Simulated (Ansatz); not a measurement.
# Two runs on GaAs

System: GaAs (2 atoms in the cell).
Method of the first run: DFT, r2SCAN, plane waves, PAW, no spin polarisation (Ansatz 0.2.0).

The structure derives from an entry of the Crystallography Open Database. The geometry comes from this level: r2SCAN. Text and figures count atoms from 1; the logs count them from 0 in places.

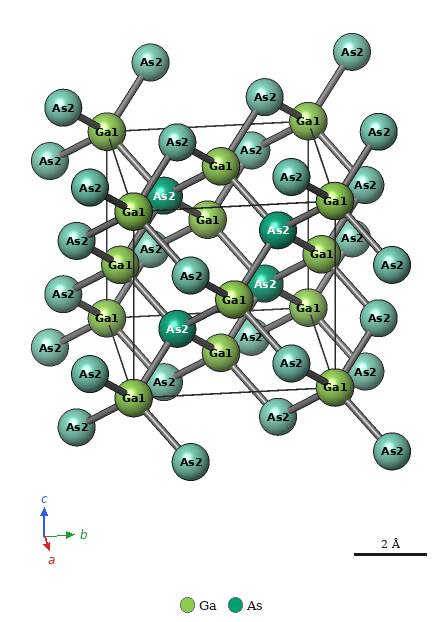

The structure (ball-and-stick view of the cell 4 times as large as that of the calculation, set on its symmetry axes, seen at an oblique angle; neighbours outside the cell are drawn fainter; atoms are numbered from 1 in the order of the input).

### Input, the first run
```yaml
crystal:
  lattice:
    - [0.0, 2.8330831924, 2.8330831924]
    - [2.8330831924, 0.0, 2.8330831924]
    - [2.8330831924, 2.8330831924, 0.0]
  atoms:
    - { symbol: Ga, position: [0.0, 0.0, 0.0] }
    - { symbol: As, position: [0.25, 0.25, 0.25] }
kpoints:
  mp_grid: { grid: [8, 8, 8] }
  band_path:
    path:
      - [0.0, 0.0, 0.0]
      - [-0.5, -0.5, 0.0]
      - [-0.375, -0.375, 0.25]
      - [-0.375, 0.0, 0.375]
      - [0.0, 0.0, 0.5]
      - [-0.5, -0.25, 0.25]
    npoints: 1
hamiltonian:
  xc: r2scan
scf:
  occupations: { method: fixed }
  n_extra_bands: 4
output:
  forces: true
  stress: true
  eigenvalues: true
```

Launched with:
```bash
ansatz run input.yaml --threads 2 --pin off --max-ram 3686MiB --backend cpu --events-out ev --progress --plain --runs-dir out
```

Hardware: 2 threads of Intel Xeon @ 2.50GHz (Skylake/Cascade Lake), 16 GiB of memory available, shared host.

### Output, shortened to warnings, some set-up lines, iterations and results (the first run)
```
Basis set: ecut = 500 eV, 1139 PW (Γ), exchange–correlation on 120×120×120 points (64 copies of the dense FFT grid, shifted against one another)
Symmetry: 24 space group operations
k-points: 29 of 512 (time reversal used)
Initial density: superposition of atomic densities (neutral atoms: chi_scale 0, normalization atom), corrected by the library's trained network
[...]
SCF iter   1: F=—  HF=-8655.745395 eV  |F-HF|=—  |Δ(HF+E_count)|=         —  Δρ=7.98e-3  dr2=1.08e-2  dr2_τ=4.32e-3  ethr=1.77e-3  ⟨swp⟩=4.4  Hψ=2191  notcnv=0  defer=45
SCF iter   2: F=—  HF=-8655.754666 eV  |F-HF|=—  |Δ(HF+E_count)|=   9.27e-3  Δρ=1.65e-3  dr2=1.46e-3  dr2_τ=3.60e-5  ethr=3.87e-5  ⟨swp⟩=2.7  Hψ=1260  notcnv=0  defer=51
SCF iter   3: F=—  HF=-8655.754248 eV  |F-HF|=—  |Δ(HF+E_count)|=   4.18e-4  Δρ=1.53e-3  dr2=3.93e-4  dr2_τ=3.39e-6  ethr=5.20e-6  ⟨swp⟩=2.0  Hψ=849  notcnv=0  defer=51
SCF iter   4: F=—  HF=-8655.754438 eV  |F-HF|=—  |Δ(HF+E_count)|=   1.90e-4  Δρ=2.94e-4  dr2=2.41e-5  dr2_τ=4.76e-7  ethr=1.40e-6  ⟨swp⟩=3.0  Hψ=992  notcnv=0  defer=52
SCF iter   5: F=—  HF=-8655.754429 eV  |F-HF|=—  |Δ(HF+E_count)|=   8.96e-6  Δρ=5.01e-5  dr2=1.37e-6  dr2_τ=1.19e-8  ethr=8.62e-8  ⟨swp⟩=2.0  Hψ=928  notcnv=0  defer=3
SCF iter   6: F=—  HF=-8655.754429 eV  |F-HF|=—  |Δ(HF+E_count)|=   4.34e-7  Δρ=1.51e-5  dr2=1.34e-7  dr2_τ=2.71e-9  ethr=4.89e-9  ⟨swp⟩=2.0  Hψ=928  notcnv=0  defer=1
SCF iter   7: F=-8655.754429 eV  HF=-8655.754429 eV  |F-HF|=4.46e-9  |Δ(HF+E_count)|=   1.52e-8  Δρ=3.73e-6  dr2=9.01e-9  dr2_τ=5.02e-11  ethr=3.57e-10  ⟨swp⟩=6.0  Hψ=2195  …
SCF 1 converged in 7 iterations: F = -8655.754429 eV  dr2 = 9.01e-9
NSCF: frozen V_eff on 6 k-points
SCF converged after 7 iterations
Free energy (F): -8655.754429 eV
Harris-Foulkes:  -8655.754429 eV  (|F-HF|=4.46e-9)
Internal energy: -8655.754429 eV  (E = F + TS)
E sigma→0 (E₀):  -8655.754429 eV
Fermi energy:    7.848115 eV
--- Per-component energies (eV) ---
  E_band       = -333.251728
  E_kinetic    = 218.430806
  E_local      = -3928.839089  (includes V_loc(G=0)·N_el)
  E_nonlocal   = -242.885710
  E_hartree    = 1981.016236
  E_xc         = -136.543409
  E_vxc        = -143.824216  (∫ρ·V_xc dr)
  E_paw        = -3852.032545  (= ΣΔE_a)
  E_vpaw       = -205.677589  (= ΣTr[D̂ρ^β])
  E_aug_tail   = -0.000044  (compensation charges beyond the density's cutoff)
  E_vtau       = 7.511945  (kinetic-family band-sum trace: ∫τ·v_τ [+ j·A + Jᵃ·Aᵃ] dr)
  E_ewald      = -2692.790195
  E_core_change = -2.110478  (= ΣΔE_core)
  E_smearing   = -0.000000  (= −TS)
  E_closure    = -0.000000  (closes the sum)
  Σ components = -8655.754429   (vs F -8655.754429, Δ=0.00e0)
--- Forces (eV/Å), atoms counted from 1 ---
  atom   1  Ga     0.00000000     0.00000000     0.00000000
  atom   2  As    -0.00000000     0.00000000     0.00000000
  max |Σ_I F_I| component: 1.91e-16 eV/Å
--- Stress (GPa, compression-positive) ---
        0.011617       0.000000      -0.000000
        0.000000       0.011617       0.000000
       -0.000000       0.000000       0.011617
  P = ⅓ Tr σ = 0.0116 GPa (0.116 kbar)
```

For the second run the input was changed thus:
```diff
-  xc: r2scan
+  xc: pbe
```

How does the second run compare with the first run?

The total energies belong to different methods, so their difference says nothing on which is more stable or more accurate. The gap on the mesh goes from 0.96 to 0.47 eV. The pressure goes from 0.01 to 2.77 GPa. The functional changes from r2SCAN to PBE. The SCF takes 6 iterations against 7. The default cutoff goes from 500 to 420 eV with the change. The plane waves at Γ go from 1139 to 893.

### Output, shortened to warnings, some set-up lines, iterations and results (the second run)
```
Basis set: ecut = 420 eV, 893 PW (Γ), exchange–correlation on 54×54×54 points (8 copies of the dense FFT grid, shifted against one another)
Symmetry: 24 space group operations
k-points: 29 of 512 (time reversal used)
Initial density: superposition of atomic densities (neutral atoms: chi_scale 0, normalization atom), corrected by the library's trained network
[...]
SCF iter   1: F=—  HF=-8639.840862 eV  |F-HF|=—  |Δ(HF+E_count)|=         —  Δρ=1.77e-3  dr2=2.43e-3  ethr=1.77e-3  ⟨swp⟩=4.6  Hψ=2168  notcnv=0  defer=46
SCF iter   2: F=—  HF=-8639.839773 eV  |F-HF|=—  |Δ(HF+E_count)|=   1.09e-3  Δρ=8.98e-4  dr2=3.44e-4  ethr=8.67e-6  ⟨swp⟩=2.0  Hψ=1081  notcnv=0  defer=51
SCF iter   3: F=—  HF=-8639.839671 eV  |F-HF|=—  |Δ(HF+E_count)|=   1.02e-4  Δρ=2.72e-4  dr2=4.21e-5  ethr=1.23e-6  ⟨swp⟩=2.0  Hψ=847  notcnv=0  defer=52
SCF iter   4: F=—  HF=-8639.839691 eV  |F-HF|=—  |Δ(HF+E_count)|=   2.02e-5  Δρ=1.30e-4  dr2=1.04e-5  ethr=1.50e-7  ⟨swp⟩=3.0  Hψ=812  notcnv=0  defer=3
SCF iter   5: F=—  HF=-8639.839698 eV  |F-HF|=—  |Δ(HF+E_count)|=   7.14e-6  Δρ=3.41e-5  dr2=5.78e-7  ethr=3.70e-8  ⟨swp⟩=2.0  Hψ=638  notcnv=0  defer=33
SCF iter   6: F=-8639.839699 eV  HF=-8639.839699 eV  |F-HF|=4.17e-9  |Δ(HF+E_count)|=   5.43e-7  Δρ=3.91e-6  dr2=1.11e-8  ethr=3.57e-10  ⟨swp⟩=6.4  Hψ=2574  notcnv=0
SCF 1 converged in 6 iterations: F = -8639.839699 eV  dr2 = 1.11e-8
NSCF: frozen V_eff on 6 k-points
SCF converged after 6 iterations
Free energy (F): -8639.839699 eV
Harris-Foulkes:  -8639.839699 eV  (|F-HF|=4.17e-9)
Internal energy: -8639.839699 eV  (E = F + TS)
E sigma→0 (E₀):  -8639.839699 eV
Fermi energy:    8.094503 eV
--- Per-component energies (eV) ---
  E_band       = -314.093878
  E_kinetic    = 219.305414
  E_local      = -3925.128047  (includes V_loc(G=0)·N_el)
  E_nonlocal   = -245.771647
  E_hartree    = 1977.251638
  E_xc         = -148.404867
  E_vxc        = -137.406770  (∫ρ·V_xc dr)
  E_paw        = -3824.301867  (= ΣΔE_a)
  E_vpaw       = -179.600451  (= ΣTr[D̂ρ^β])
  E_aug_tail   = -0.000129  (compensation charges beyond the density's cutoff)
  E_ewald      = -2692.790195
  E_smearing   = -0.000000  (= −TS)
  E_closure    = 0.000000  (closes the sum)
  Σ components = -8639.839699   (vs F -8639.839699, Δ=0.00e0)
--- Forces (eV/Å), atoms counted from 1 ---
  atom   1  Ga     0.00000000     0.00000000     0.00000000
  atom   2  As    -0.00000000     0.00000000    -0.00000000
  max |Σ_I F_I| component: 2.04e-16 eV/Å
--- Stress (GPa, compression-positive) ---
        2.774159       0.000000       0.000000
        0.000000       2.774159       0.000000
       -0.000000       0.000000       2.774159
  P = ⅓ Tr σ = 2.7742 GPa (27.742 kbar)
```

### The two runs side by side

| quantity | the first run | the second run |
| --- | --- | --- |
| outcome | converged | converged |
| free energy per atom (eV) | −4327.8772 | −4319.9198 |
| gap on the mesh (eV) | 0.96 | 0.47 |
| pressure (GPa) | 0.01 | 2.77 |
| largest force (eV/Å) | 0.000 | 0.000 |
| SCF iterations | 7 | 6 |
| irreducible k-points | 29 | 29 |
| plane waves at Γ | 1139 | 893 |
| wall time (shared host) | 3.1 s | 1.5 s |
